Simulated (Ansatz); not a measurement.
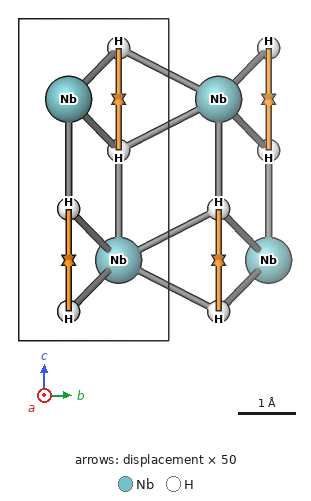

A relaxation of crystalline NbH$_{2}$ (built on the 2H molybdenite_194 type) (coarse preliminary run). The starting structure is drawn; orange arrows show the displacements (the part carried along by the change of the cell is left out), 50 times their true length.

A ball-and-stick model of the cell of the calculation, repeated 1 × 2 × 1 with one cell outlined, seen along the a axis.

Case: 2H molybdenite type (P6_3/mmc, No. 194).

Level of theory: DFT r2SCAN, scalar-relativistic, plane waves, PAW in Ansatz 0.2.0. Settings: plane-wave cutoff 500 eV; k-point mesh 6 × 6 × 4; occupations gaussian; smearing width 0.1 eV; no spin polarisation; cell and atoms relaxed; force threshold 0.04 eV/Å; at most 70 steps.

**What did the optimiser do to the structure, and how much energy did it gain?**

The largest moves relative to the cell, 0.021 Å, are those of H atoms. Nb stays in place. Cell: a = b 3.087 → 3.142 Å (+1.8 %), c 5.737 → 5.544 Å (−3.4 %). Volume +0.1 %. Among the contacts that change: Nb–Nb 3.087 → 3.142 Å, H–Nb 1.956 → 1.911 Å, H–Nb 2.002 → 2.008 Å. Bond angles that change, for instance: Nb–H–Nb 100.9° → 103.0°. The space group stays P6_3/mmc (No. 194). Over 3 accepted moves (4 points after the start) the energy falls by 7.9 meV per atom. The largest force component goes from 0.085 to 0.002 eV/Å. The pressure goes from 0.29 to 0.02 GPa. The SCF was repeated once at an unchanged geometry on a basis and grid sized afresh for the cell, which shifted the energy by less than 0.05 meV per atom at most. Cost: 19 s on 1 thread of Arm Neoverse V1 (shared host), peak memory 0.42 GiB.
